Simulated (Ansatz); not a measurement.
# Run report: Ir3O, geometry relaxation (part 2 of 2)

Continued. System: Ir3O (slab, 4 atoms in the cell). Method: DFT PBE, scalar-relativistic, plane waves, PAW, PAW set soft_1, no spin polarisation (Ansatz 0.2.0); cutoff 420 eV, 12×12×1 k-mesh, Gaussian smearing of 0.1 eV. The structure derives from an entry of the Crystallography Open Database. The input holds or restrains some coordinates. Forces given for the steps count only the free coordinates.

Geometry of the input (Å; fractional positions):
```
2.7368  0.0000  0.0000
-1.3684  2.3701  0.0000
0.0000  0.0000  19.8426
Ir 0.6667  0.3333  0.2016
Ir 0.3333  0.6667  0.3110
Ir 0.0000  0.0000  0.4204
O  0.1667  0.6667  0.4921
```

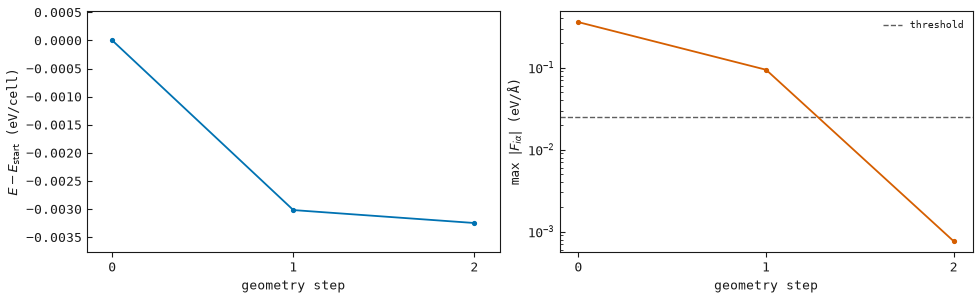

*Progress of the restrained relaxation, step by step (the first geometry is step 0 here and step 1 in the log).*

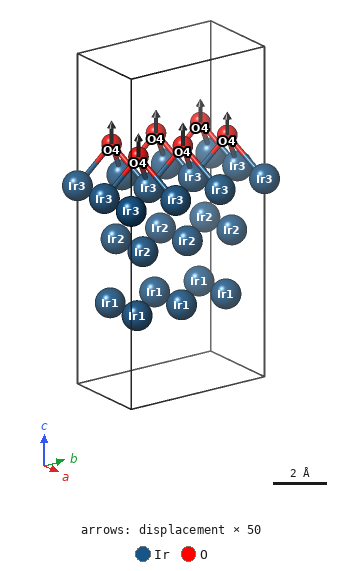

*The starting structure with the displacements as black arrows, magnified 50 times (ball-and-stick view of the 2 × 3 repeat of the cell, with the vacuum cut short, seen slightly off an axis).*

The atom that moves furthest is O4 (0.018 Å). Ir stays in place. The lattice vectors keep their values. Among the contacts that change: Ir3–O4 1.866 → 1.879 Å. After 2 geometry steps the energy has fallen by 3.2 meV per cell of the calculation. Largest force component: 0.36 eV/Å at the start, 0.00076 eV/Å at the end. (Atoms are counted from 1 in the order of the input.)

```
SCF converged after 6 iterations
Free energy (F): -36373.908459 eV
Harris-Foulkes:  -36373.908459 eV  (|F-HF|=1.30e-8)
Internal energy: -36373.882606 eV  (E = F + TS)
E sigma→0 (E₀):  -36373.895532 eV
Entropy (-TS):   -0.025852 eV (-6.463 meV/atom)
Fermi energy:    4.982599 eV
Dipole field:    D = -0.090492 V/Å  (p = -0.064365 e·Å, saw-weighted, corrected)
Work function:   Φ+ = 7.2912 eV   Φ− = 5.4956 eV
Levels:          The Fermi level and band energies are counted from a zero that moves with the ramp; work functions are not
--- Per-component energies (eV) ---
  E_band       = -1333.498129
  E_kinetic    = 1783.291340
  E_local      = -65483.362299  (includes V_loc(G=0)·N_el)
  E_nonlocal   = 622.658636
  E_hartree    = 31743.151072
  E_xc         = -759.570090
  E_vxc        = -857.667154  (∫ρ·V_xc dr)
  E_paw        = -27956.804799  (= ΣΔE_a)
  E_vpaw       = -883.016197  (= ΣTr[D̂ρ^β])
  E_aug_tail   = 0.001704  (compensation charges beyond the density's cutoff)
  E_efield     = 0.002912  (sawtooth field / dipole correction)
  E_vefield    = -1.701992  (∫n·V_field dr)
  E_ewald      = 23676.748918
  E_smearing   = -0.025852  (= −TS)
  E_closure    = 0.000000  (closes the sum)
  Σ components = -36373.908459   (vs F -36373.908459, Δ=0.00e0)
--- Forces (eV/Å), atoms counted from 1 ---
  atom   1  Ir    -0.02027653     0.07509056    -0.23068702
  atom   2  Ir     0.22721387     0.04877754    -0.48150719
  atom   3  Ir    -0.72826748     0.65840196     0.71141633
  atom   4  O      0.52134580    -0.78227368     0.00076217
  max |Σ_I F_I| component: 1.57e-5 eV/Å
--- Band table (eV; the first three rows and the last of 74) ---
  k-point 0: bands = ["-88.6262", "-88.0477", "-87.4310", "-45.7367", "-45.1973", "-44.9634", "-44.8960", "-44.5826", "-44.5530", "-44.1030", "-44.0018", "-43.9850", "-14.4642", "-5.2399", "-3.6816", "-2.8465", "-0.3890", "0.0117", "0.6424", "1.0782", "1.1084", "1.3532", "1.5975", "1.8475", "2.0136", "2.6829", "3.5431", "3.7988", "3.9461", "4.4753", "4.6982", "5.1845", "5.5169", "6.3267", "10.2567"]
  k-point 1: bands = ["-88.6235", "-88.0451", "-87.4285", "-45.7321", "-45.2242", "-44.9805", "-44.8938", "-44.5983", "-44.5848", "-44.1002", "-44.0328", "-43.9988", "-14.4036", "-4.9981", "-3.4398", "-2.5980", "-0.5305", "-0.0678", "0.5232", "0.8330", "1.1951", "1.4413", "1.5680", "1.8673", "2.1600", "2.5753", "3.4285", "3.6175", "3.9841", "4.1426", "4.6178", "5.3330", "5.9639", "6.6884", "10.4384"]
  k-point 2: bands = ["-88.6162", "-88.0380", "-87.4214", "-45.7219", "-45.3024", "-45.0192", "-44.8896", "-44.6950", "-44.6144", "-44.1336", "-44.0886", "-44.0242", "-14.2390", "-4.3455", "-2.8094", "-1.9964", "-0.9310", "-0.3640", "0.2189", "0.6520", "1.1568", "1.4054", "1.6570", "2.1080", "2.2845", "2.5846", "3.0587", "3.3885", "3.9646", "4.2234", "4.7450", "5.4871", "6.2520", "7.8223", "10.9469"]
  k-point 73: bands = ["-88.5860", "-88.0086", "-87.3925", "-45.9201", "-45.4632", "-45.1218", "-45.0754", "-44.8858", "-44.6999", "-44.5060", "-44.1182", "-44.0671", "-13.6260", "-3.1554", "-2.6458", "-1.9762", "-1.5097", "-1.0942", "-0.2228", "0.6519", "0.7655", "1.9180", "2.2987", "2.8366", "4.2862", "4.6850", "5.2451", "5.6500", "5.8293", "5.9527", "6.4628", "7.4147", "8.1391", "10.2200", "11.7157"]
--- Relaxed structure (3 steps of the walk, 3 accepted, 0 SCFs on fresh bases) ---
  F+E_penalty+E_count = -36373.90845866 eV   max|allowed force component| = 7.622e-4 eV/Å
  atoms:
    - { symbol: Ir, position: [0.6666666666999999, 0.33333333330000003, 0.20158668810000002] }
    - { symbol: Ir, position: [0.33333333330000003, 0.6666666667000001, 0.3110139949] }
    - { symbol: Ir, position: [0.0, 0.0, 0.4204382718] }
    - { symbol: O, position: [0.16666666670000005, 0.6666666667000001, 0.49305269739586505] }
```

## Trajectory as extended XYZ (Å, eV, eV/Å), 3 frames, from step=1 to step=3
```
4
Lattice="2.7368 0.0000 0.0000 -1.3684 2.3701 0.0000 0.0000 0.0000 19.8426" Properties=species:S:1:pos:R:3:forces:R:3 step=1 energy=-36373.90521
Ir    1.3684    0.7900    4.0000   -0.0218   0.0755  -0.2294
Ir    0.0000    1.5801    6.1713    0.2339   0.0480  -0.5121
Ir    0.0000    0.0000    8.3426   -0.8588   0.7353   0.3832
O    -0.4561    1.5801    9.7652    0.6467  -0.8587   0.3592
4
Lattice="2.7368 0.0000 0.0000 -1.3684 2.3701 0.0000 0.0000 0.0000 19.8426" Properties=species:S:1:pos:R:3:forces:R:3 step=2 energy=-36373.90823
Ir    1.3684    0.7900    4.0000   -0.0207   0.0752  -0.2300
Ir    0.0000    1.5801    6.1713    0.2291   0.0485  -0.4901
Ir    0.0000    0.0000    8.3426   -0.7617   0.6780   0.6266
O    -0.4561    1.5801    9.7786    0.5534  -0.8017   0.0943
4
Lattice="2.7368 0.0000 0.0000 -1.3684 2.3701 0.0000 0.0000 0.0000 19.8426" Properties=species:S:1:pos:R:3:forces:R:3 step=3 energy=-36373.90846
Ir    1.3684    0.7900    4.0000   -0.0203   0.0751  -0.2307
Ir    0.0000    1.5801    6.1713    0.2272   0.0488  -0.4815
Ir    0.0000    0.0000    8.3426   -0.7283   0.6584   0.7114
O    -0.4561    1.5801    9.7834    0.5213  -0.7823   0.0008
```

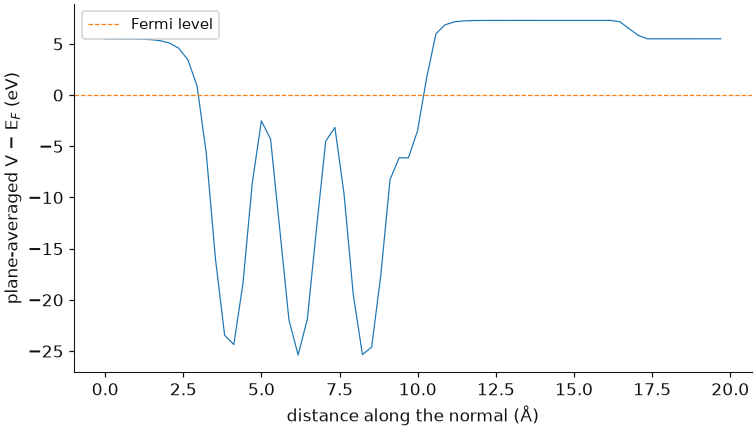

*Plane average of the electrostatic potential energy of an electron across the cell, from the Fermi level.*

The vacuum level lies 7.29 eV above the Fermi level on the upper side and 5.50 eV on the lower.

## Summary

| quantity | value |
| --- | --- |
| outcome | converged under the restraints of the input |
| electrons treated | 57 |
| free energy | −36373.9085 eV |
| work function, top face | 7.29 eV |
| work function, bottom face | 5.50 eV |
| Fermi energy | 4.983 eV |
| gap on the k-point mesh | none (metallic) |
| final volume | 128.71 Å³ |
| work function (upper face) | 7.29 eV |
| largest force (length of the vector) at the end, held atoms and coordinates included | 1.212 eV/Å |
| wall time | 100 s |
| peak memory | 0.5 GiB |

## Notes

Spin–orbit coupling is left out, which matters for Ir. The cell holds an odd number of electrons but the run has no spin polarisation, so a band is left half filled.
